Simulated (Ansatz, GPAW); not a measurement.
# Zr3ScN (model structure): optical spectrum from first principles

Aim: the dielectric function of Zr3ScN (model structure), and the optical constants that follow from it. The structure is a model built here, which may or may not match a known phase. It was built so: All Al replaced by Sc and Ti replaced by Zr in the Pm-3m structure of Ti3AlN. The cell is first relaxed with Ansatz.

Main program and level: GPAW 26.7.0; DFT, LDA, plane-wave PAW (GPAW data sets), scalar-relativistic, RPA, optical limit.

## Step 1: The starting structure

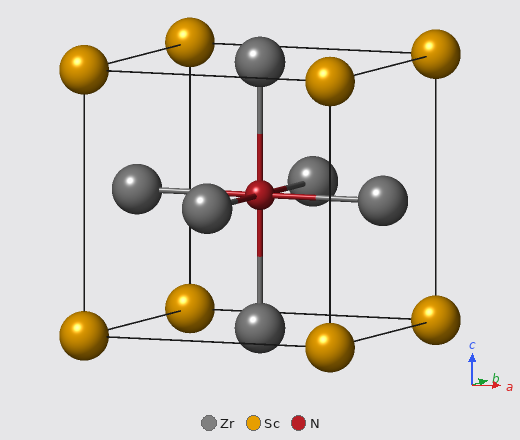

The cell as given, slightly off an axis (zirconium grey, scandium orange, nitrogen red). Some periodic images of atoms are drawn too.

## Step 2: Relaxation

The structure was built or cut out here, so it is relaxed before any spectrum is computed.

This step: DFT, LDA, plane-wave PAW, default files, scalar-relativistic, relaxation (Ansatz 0.2.0).

input.yaml reads:

```yaml
crystal:
  lattice:
    - [4.63531056, 0.0, 0.0]
    - [0.0, 4.63531056, 0.0]
    - [0.0, 0.0, 4.63531056]
  atoms:
    - { symbol: Zr, position: [0.0, 0.5, 0.5] }
    - { symbol: Zr, position: [0.5, 0.5, 0.0] }
    - { symbol: Zr, position: [0.5, 0.0, 0.5] }
    - { symbol: Sc, position: [0.0, 0.0, 0.0] }
    - { symbol: "N", position: [0.5, 0.5, 0.5] }
kpoints:
  mp_grid: { grid: [5, 5, 5] }
scf:
  occupations: { method: fermi_dirac, width: 0.05 }
hamiltonian:
  xc: lda
output:
  forces: true
  stress: true
relax:
  f_tol: 0.02
  max_steps: 50
  cell: {}
```

The run is started by

```sh
> ansatz run input.yaml --threads 1 --pin off --max-ram 4096MiB --backend cpu --events-out ev --progress --plain --runs-dir out
```

Numbers of over 12 decimals in the logs are rounded to 6 here.

What it wrote:

```text
Engine: ansatz 0.2.0, aarch64-unknown-linux-gnu
Pseudopotentials: kind: paw
Pseudopotential: Zr, paw, valence charge 12, recommended cutoff 420 eV (normal), Zr.paw.azcp
Pseudopotential: Sc, paw, valence charge 11, recommended cutoff 420 eV (normal), Sc.paw.azcp
Pseudopotential: N, paw, valence charge 5, recommended cutoff 420 eV (normal), N.paw.azcp
Functional definition: SPW92
  exchange = slater_x
  correlation = pw_c
Crystal: 5 atoms, lattice volume = 99.595 Å³
Basis set: ecut = 420 eV, 1935 PW (Γ)
Bands: 32, of which v1, the nominal top of the filled ones, is band 26 counted from 1 (25 counted from 0)
Symmetry: 48 space group operations
Space group: Pm-3m (ITA 221), of the structure as read, at distance tolerance 4.6e-5 Å
k-points: 10 of 125
Non-local potential: Zr, projectors of the file, l = 0: 3, l = 1: 2, l = 2: 2, l = 3: 2
Non-local potential: Sc, projectors of the file, l = 0: 3, l = 1: 2, l = 2: 3, l = 3: 1
Non-local potential: N, projectors of the file, l = 0: 2, l = 1: 2, l = 2: 1
PAW form: soft (Blöchl's): semilocal exchange-correlation on the pseudo side does not see the compensation charge
PAW frozen core: Zr, regenerated for the run's functional, and the local potential with it (the file was generated under x = pbe(κ = 0.804, μ = 0.219515), c = pbe(β = 0.066725))
PAW frozen core: Sc, regenerated for the run's functional, and the local potential with it (the file was generated under x = pbe(κ = 0.804, μ = 0.219515), c = pbe(β = 0.066725))
PAW frozen core: N, regenerated for the run's functional, and the local potential with it (the file was generated under x = pbe(κ = 0.804, μ = 0.219515), c = pbe(β = 0.066725))
PAW one-centre angular grid: Zr, 590 points (default); XC on 64 Gauss nodes
PAW one-centre angular grid: Sc, 590 points (default); XC on 64 Gauss nodes
PAW one-centre angular grid: N, 110 points (default); XC on 64 Gauss nodes
Initial density: superposition of atomic densities (neutral atoms: chi_scale 0, normalization atom), corrected by the library's trained network
Initial wavefunctions: pseudopotential atomic-orbital guess
Functional: x = slater, c = lda
SCF iter   1: F=—  HF=-14699.006073 eV  |F-HF|=—  |Δ(HF+E_count)|=         —  Δρ=7.83e-3  dr2=5.27e-2  ethr=1.77e-3  ⟨swp⟩=4.9  Hψ=1229  notcnv=0
preconditioner: auto → Kerker (q_TF=auto, 2.448 Å⁻¹)  [metal: Δε(μ)=0.030 eV  Ē_g=4.647 eV  σ=0.050 eV  W_gap=0.15  n_scr=26 (ndim 8)  ℏωp=16.6 eV  f_vac=0.000  D(μ)=6.55/eV (n_scr^D=80)]
SCF iter   2: F=—  HF=-14698.997303 eV  |F-HF|=—  |Δ(HF+E_count)|=   8.77e-3  Δρ=4.48e-3  dr2=1.43e-2  ethr=1.01e-4  ⟨swp⟩=1.8  Hψ=426  notcnv=0
SCF iter   3: F=—  HF=-14698.995129 eV  |F-HF|=—  |Δ(HF+E_count)|=   2.17e-3  Δρ=1.96e-3  dr2=5.55e-3  ethr=2.75e-5  ⟨swp⟩=2.0  Hψ=475  notcnv=0
SCF iter   4: F=—  HF=-14698.994079 eV  |F-HF|=—  |Δ(HF+E_count)|=   1.05e-3  Δρ=4.54e-4  dr2=1.86e-4  ethr=1.07e-5  ⟨swp⟩=2.0  Hψ=418  notcnv=0
SCF iter   5: F=—  HF=-14698.994036 eV  |F-HF|=—  |Δ(HF+E_count)|=   4.33e-5  Δρ=1.78e-4  dr2=4.60e-5  ethr=3.57e-7  ⟨swp⟩=2.0  Hψ=415  notcnv=0
SCF iter   6: F=—  HF=-14698.994024 eV  |F-HF|=—  |Δ(HF+E_count)|=   1.13e-5  Δρ=4.70e-5  dr2=1.56e-6  ethr=8.84e-8  ⟨swp⟩=2.0  Hψ=421  notcnv=0
SCF iter   7: F=—  HF=-14698.994024 eV  |F-HF|=—  |Δ(HF+E_count)|=   1.59e-7  Δρ=1.06e-5  dr2=1.39e-7  ethr=2.99e-9  ⟨swp⟩=2.0  Hψ=542  notcnv=0
SCF iter   8: F=-14698.994024 eV  HF=-14698.994024 eV  |F-HF|=2.08e-9  |Δ(HF+E_count)|=   2.03e-8  Δρ=2.11e-6  dr2=5.03e-9  ethr=1.92e-10  ⟨swp⟩=3.5  Hψ=891  notcnv=0
SCF 1 converged in 8 iterations: F = -14698.994024 eV  dr2 = 5.03e-9
  greatest PAW one-centre occupation: 0.998 electrons in one spin orbital (limit 2), on the Sc atom at site 3 (counted from 0), in its partial waves of l = 0
relax step   1: F+E_penalty+E_count = -14698.99402431 eV  Δ(F+E_penalty+E_count) = +0.000e0 eV  max|allowed force component| = 2.877e-29 eV/Å  Δτ_max = 0.0000 Å  P = -11.874 GPa  Ω = 99.595 Å³  (8 SCF iters, dr2 threshold 1.00e-7 eV, accepted)
Crystal: 5 atoms, lattice volume = 85.728 Å³
Basis set: ecut = 420 eV, 1743 PW (Γ)
Initial density: handed on by an earlier stage of this run
Initial wavefunctions: those handed on with the density
iter 1 solved again at ethr=2.74e-4 eV; its pass at ethr=3.10e-3 eV (dr2=1.42e-1 eV) is discarded
SCF iter   1: F=—  HF=-14699.342605 eV  |F-HF|=—  |Δ(HF+E_count)|=         —  Δρ=1.21e-2  dr2=1.41e-1  ethr=2.74e-4  ⟨swp⟩=1.0  Hψ=1725  notcnv=0
preconditioner: auto → Kerker (q_TF=auto, 2.510 Å⁻¹)  [metal: Δε(μ)=0.059 eV  Ē_g=5.120 eV  σ=0.050 eV  W_gap=0.28  n_scr=26 (ndim 8)  ℏωp=17.9 eV  f_vac=0.000  D(μ)=6.58/eV (n_scr^D=80)]
SCF iter   2: F=—  HF=-14699.312714 eV  |F-HF|=—  |Δ(HF+E_count)|=   2.99e-2  Δρ=1.62e-3  dr2=1.39e-3  ethr=2.70e-4  ⟨swp⟩=2.0  Hψ=480  notcnv=0
SCF iter   3: F=—  HF=-14699.312708 eV  |F-HF|=—  |Δ(HF+E_count)|=   6.22e-6  Δρ=9.29e-4  dr2=6.12e-4  ethr=2.67e-6  ⟨swp⟩=1.6  Hψ=398  notcnv=0
SCF iter   4: F=—  HF=-14699.312632 eV  |F-HF|=—  |Δ(HF+E_count)|=   7.58e-5  Δρ=1.28e-4  dr2=1.57e-5  ethr=1.18e-6  ⟨swp⟩=2.0  Hψ=402  notcnv=0
SCF iter   5: F=—  HF=-14699.312635 eV  |F-HF|=—  |Δ(HF+E_count)|=   2.37e-6  Δρ=5.41e-5  dr2=3.15e-6  ethr=3.03e-8  ⟨swp⟩=2.0  Hψ=556  notcnv=0
SCF iter   6: F=-14699.312634 eV  HF=-14699.312634 eV  |F-HF|=1.57e-7  |Δ(HF+E_count)|=   4.95e-7  Δρ=1.38e-5  dr2=2.29e-7  ethr=9.62e-10  ⟨swp⟩=3.0  Hψ=1161  notcnv=0
SCF 2 converged in 6 iterations: F = -14699.312634 eV  dr2 = 2.29e-7
relax step   2: F+E_penalty+E_count = -14699.31263403 eV  Δ(F+E_penalty+E_count) = -3.186e-1 eV  max|allowed force component| = 4.418e-30 eV/Å  Δτ_max = 0.0000 Å  P = +6.971 GPa  Ω = 85.728 Å³  energy of the carried Pulay correction = +1.175e-2 eV  (6 SCF iters, dr2 threshold 5.00e-7 eV, accepted)
Crystal: 5 atoms, lattice volume = 90.382 Å³
Basis set: ecut = 420 eV, 1791 PW (Γ)
iter 1 solved again at ethr=5.74e-5 eV; its pass at ethr=3.10e-3 eV (dr2=2.98e-2 eV) is discarded
SCF iter   1: F=—  HF=-14699.398618 eV  |F-HF|=—  |Δ(HF+E_count)|=         —  Δρ=5.23e-3  dr2=2.97e-2  ethr=5.74e-5  ⟨swp⟩=1.0  Hψ=1658  notcnv=0
preconditioner: auto → Kerker (q_TF=auto, 2.488 Å⁻¹)  [metal: Δε(μ)=0.097 eV  Ē_g=4.836 eV  σ=0.050 eV  W_gap=0.40  n_scr=26 (ndim 8)  ℏωp=17.5 eV  f_vac=0.000  D(μ)=6.89/eV (n_scr^D=80)]
SCF iter   2: F=—  HF=-14699.392605 eV  |F-HF|=—  |Δ(HF+E_count)|=   6.01e-3  Δρ=7.80e-4  dr2=4.12e-4  ethr=5.72e-5  ⟨swp⟩=2.0  Hψ=459  notcnv=0
SCF iter   3: F=—  HF=-14699.392570 eV  |F-HF|=—  |Δ(HF+E_count)|=   3.47e-5  Δρ=4.16e-4  dr2=1.80e-4  ethr=7.91e-7  ⟨swp⟩=2.0  Hψ=370  notcnv=0
SCF iter   4: F=—  HF=-14699.392534 eV  |F-HF|=—  |Δ(HF+E_count)|=   3.57e-5  Δρ=1.48e-4  dr2=3.25e-5  ethr=3.47e-7  ⟨swp⟩=2.0  Hψ=353  notcnv=0
SCF iter   5: F=—  HF=-14699.392528 eV  |F-HF|=—  |Δ(HF+E_count)|=   6.69e-6  Δρ=3.58e-5  dr2=1.84e-6  ethr=6.26e-8  ⟨swp⟩=2.0  Hψ=372  notcnv=0
SCF iter   6: F=-14699.392527 eV  HF=-14699.392527 eV  |F-HF|=2.59e-8  |Δ(HF+E_count)|=   5.10e-7  Δρ=6.21e-6  dr2=4.78e-8  ethr=9.62e-10  ⟨swp⟩=4.0  Hψ=1116  notcnv=0
SCF 3 converged in 6 iterations: F = -14699.392527 eV  dr2 = 4.78e-8
relax step   3: F+E_penalty+E_count = -14699.39252700 eV  Δ(F+E_penalty+E_count) = -7.989e-2 eV  max|allowed force component| = 1.062e-29 eV/Å  Δτ_max = 0.0000 Å  P = -0.872 GPa  Ω = 90.382 Å³  energy of the carried Pulay correction = +7.616e-3 eV  (6 SCF iters, dr2 threshold 5.00e-7 eV, accepted)
[...]
relax step   4: F+E_penalty+E_count = -14699.39456994 eV  Δ(F+E_penalty+E_count) = -2.043e-3 eV  max|allowed force component| = 1.052e-29 eV/Å  Δτ_max = 0.0000 Å  P = -0.053 GPa  Ω = 89.839 Å³  energy of the carried Pulay correction = +8.088e-3 eV  (4 SCF iters, dr2 threshold 5.00e-7 eV, accepted)
[...]
relax step   5: F+E_penalty+E_count = -14699.39460484 eV  Δ(F+E_penalty+E_count) = -3.490e-5 eV  max|allowed force component| = 4.654e-30 eV/Å  Δτ_max = 0.0000 Å  P = -0.000 GPa  Ω = 89.806 Å³  energy of the carried Pulay correction = +8.117e-3 eV  (4 SCF iters, dr2 threshold 6.91e-9 eV, accepted)
[...]
relax step   6: F+E_penalty+E_count = -14699.38938763 eV  Δ(F+E_penalty+E_count) = +5.217e-3 eV  max|allowed force component| = 1.609e-29 eV/Å  Δτ_max = 0.0000 Å  P = -0.092 GPa  Ω = 89.806 Å³  stress off target by 9.22e-2 GPa  SCF on the basis re-selected at this cell (its energy is not comparable with the rows above)  (6 SCF iters)
[...]
relax step   7: F+E_penalty+E_count = -14699.38945516 eV  Δ(F+E_penalty+E_count) = -6.753e-5 eV  max|allowed force component| = 7.087e-30 eV/Å  Δτ_max = 0.0000 Å  P = -0.001 GPa  Ω = 89.747 Å³  energy of the carried Pulay correction = +5.032e-5 eV  (4 SCF iters, dr2 threshold 2.12e-8 eV, accepted)
iter 1 solved again at ethr=8.34e-9 eV; its pass at ethr=3.10e-3 eV (dr2=4.33e-6 eV) is discarded
SCF iter   1: F=—  HF=-14699.389455 eV  |F-HF|=—  |Δ(HF+E_count)|=         —  Δρ=1.77e-6  dr2=4.45e-9  ethr=8.34e-9  ⟨swp⟩=3.2  Hψ=2173  notcnv=0
preconditioner: auto → Kerker (q_TF=auto, 2.491 Å⁻¹)  [metal: Δε(μ)=0.096 eV  Ē_g=4.890 eV  σ=0.050 eV  W_gap=0.38  n_scr=26 (ndim 8)  ℏωp=17.5 eV  f_vac=0.000  D(μ)=6.91/eV (n_scr^D=80)]
SCF iter   2: F=—  HF=-14699.389455 eV  |F-HF|=—  |Δ(HF+E_count)|=   9.82e-9  Δρ=1.07e-6  dr2=1.20e-9  ethr=8.56e-12  ⟨swp⟩=2.0  Hψ=575  notcnv=0
SCF iter   3: F=—  HF=-14699.389455 eV  |F-HF|=—  |Δ(HF+E_count)|=  2.42e-10  Δρ=4.25e-7  dr2=3.15e-10  ethr=2.30e-12  ⟨swp⟩=2.2  Hψ=410  notcnv=0
SCF iter   4: F=-14699.389455 eV  HF=-14699.389455 eV  |F-HF|=9.09e-12  |Δ(HF+E_count)|=  6.18e-11  Δρ=8.17e-8  dr2=6.63e-12  ethr=1.00e-12  ⟨swp⟩=3.0  Hψ=1188  notcnv=0
SCF 8 converged in 4 iterations: F = -14699.389455 eV  dr2 = 6.63e-12
relax step   8: F+E_penalty+E_count = -14699.38945516 eV  Δ(F+E_penalty+E_count) = -2.290e-9 eV  max|allowed force component| = 7.639e-30 eV/Å  Δτ_max = 0.0000 Å  P = -0.001 GPa  Ω = 89.747 Å³  stress off target by 1.43e-3 GPa  SCF on the basis re-selected at this cell (its energy is not comparable with the rows above)  (4 SCF iters)
basis re-selected at this cell: Δ(F+E_penalty+E_count) = -2.290e-9 eV, ΔP = -0.000 GPa vs the last step (what re-selecting the basis moved, of the pressure what is left beyond the Pulay correction that the steps carried, after the strain that the cell walked since its last selection, with what the two solves' SCF thresholds leave and, on support functions, any second-order correction that the steps lacked; it is no m [...]
SCF converged after 4 iterations
Free energy (F): -14699.389455 eV
Harris-Foulkes:  -14699.389455 eV  (|F-HF|=9.09e-12)
Internal energy: -14699.336684 eV  (E = F + TS)
E sigma→0 (E₀):  -14699.363070 eV
Entropy (-TS):   -0.052771 eV (-10.554 meV/atom)
Fermi energy:    14.069244 eV
--- Per-component energies (eV) ---
  E_band       = -368.063945
  E_kinetic    = 1401.205643
  E_local      = -2771.237083  (includes V_loc(G=0)·N_el)
  E_nonlocal   = 385.938546
  E_hartree    = 892.729231
  E_xc         = -647.790016
  E_vxc        = -781.339137  (∫ρ·V_xc dr)
  E_paw        = -9575.781392  (= ΣΔE_a)
  E_vpaw       = -388.090531  (= ΣTr[D̂ρ^β])
  E_aug_tail   = 0.000173  (compensation charges beyond the density's cutoff)
  E_ewald      = -4385.897956
  E_core_change = 1.496170  (= ΣΔE_core)
  E_smearing   = -0.052771  (= −TS)
  E_closure    = 0.000000  (closes the sum)
  Σ components = -14699.389455   (vs F -14699.389455, Δ=0.00e0)
--- Forces (eV/Å), atoms counted from 1 ---
  atom   1  Zr     0.00000000     0.00000000    -0.00000000
  atom   2  Zr     0.00000000    -0.00000000     0.00000000
  atom   3  Zr     0.00000000     0.00000000     0.00000000
  atom   4  Sc     0.00000000     0.00000000    -0.00000000
  atom   5  N     -0.00000000     0.00000000     0.00000000
  max |Σ_I F_I| component: 1.70e-29 eV/Å
--- Stress (GPa, compression-positive) ---
       -0.001428       0.000000      -0.000000
        0.000000      -0.001428       0.000000
       -0.000000       0.000000      -0.001428
  P = ⅓ Tr σ = -0.0014 GPa (-0.014 kbar)
--- Relaxed structure (6 steps of the walk, 6 accepted, 2 SCFs on fresh bases) ---
  F+E_penalty+E_count = -14699.38945516 eV   max|allowed force component| = 7.639e-30 eV/Å   (the final SCF, on the basis selected at the relaxed cell)
  cell:  # Å, volume = 89.7467 Å³
    - [4.477196, 0, 0]
    - [0, 4.477196, 0.0]
    - [0, 0, 4.477196]
  atoms:
    - { symbol: Zr, position: [0, 0.5, 0.5] }
    - { symbol: Zr, position: [0.5, 0.5, 0] }
    - { symbol: Zr, position: [0.5, 0, 0.5] }
    - { symbol: Sc, position: [0, 0, 0] }
    - { symbol: N, position: [0.5, 0.5, 0.5] }
```

Wall time 11 s (1 thread of Arm Neoverse V2, shared host); peak memory 0.36 GiB.

The steps of the relaxation:

```csv
step,energy less that of the first step (eV),largest force component (eV/Å),pressure (GPa),volume (Å³)
1,0.0000,0.0000,-11.87,99.59
2,-0.3186,0.0000,6.97,85.73
3,-0.3985,0.0000,-0.87,90.38
4,-0.4005,0.0000,-0.05,89.84
5,-0.4006,0.0000,0.00,89.81
6*,-0.3954,0.0000,-0.09,89.81
7,-0.3954,0.0000,0.00,89.75
8*,-0.3954,0.0000,0.00,89.75
```

Relaxation steps marked * repeat the geometry before them on a plane-wave basis chosen anew for their cell, so energy and pressure can jump there.

The run keeps the 48 symmetry operations that it works with, so distortions that break them were not tested.

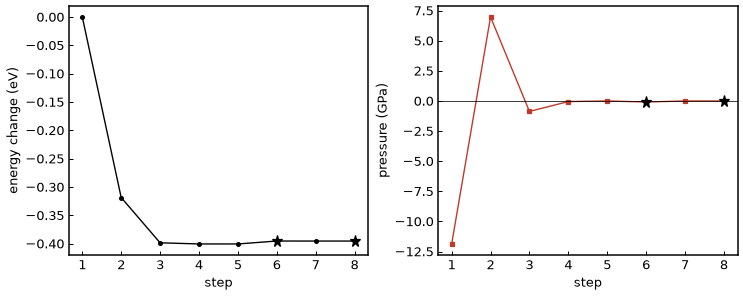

Energy and pressure along the relaxation. Stars mark steps on a basis chosen anew.

```csv
"conventional cell, symmetrised",before,after,change
a (Å),4.635,4.477,-3.4 %
b (Å),4.635,4.477,-3.4 %
c (Å),4.635,4.477,-3.4 %
volume (Å³/atom),19.92,17.95,-9.9 %
```

Final coordinates:

```xyz
5
Lattice="4.4772 0.0000 0.0000 0.0000 4.4772 0.0000 0.0000 0.0000 4.4772" Properties=species:S:1:pos:R:3 pbc="T T T"
Zr    0.0000    2.2386    2.2386
Zr    2.2386    2.2386    0.0000
Zr    2.2386    0.0000    2.2386
Sc    0.0000    0.0000    0.0000
N     2.2386    2.2386    2.2386
```

The relaxation ends with a pressure of 0.00 GPa.

(Part 1 of 3 ends here.)

[Machine, clock and banner lines and Python warnings are left out of the logs.]

[Logs are printed without paths, hosts, clocks, repeated set-up lines and the standing remarks that a program may print on its own settings, such as how far it seeks lower states.]

[Hosts, paths, dates, database ids (printed as entryN), source tags and the programs' standing remarks are cut or masked in the printed files.]
